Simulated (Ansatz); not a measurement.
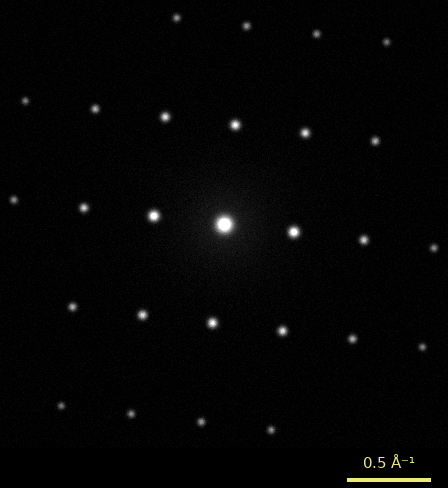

The pattern is a kinematic simulation for 200 kV electrons (no multiple scattering; isotropic B = 0.5 Å²).

Candidate phases (model or computed cells):
A. Ni, space group P6_3/mmc (No. 194), a = 2.506 Å, c = 8.201 Å (hexagonal axes)
B. Ni, space group Pm-3m (No. 221), a = 2.355 Å
C. Si, space group Pm-3m (No. 221), a = 2.54 Å
D. Ni, space group P6_3/mmc (No. 194), a = 2.51 Å, c = 8.22 Å (hexagonal axes)

### Which candidate gives this pattern, and along which zone?

Candidate B (Ni), along [110] or an equivalent direction. The spots form a rectangular net whose two shortest vectors correspond to d = 2.36 Å and 1.67 Å, 90.0° apart. They index as 0 0 1 and 1 -1 0; no zone of the other candidates with indices up to 3 has this net.
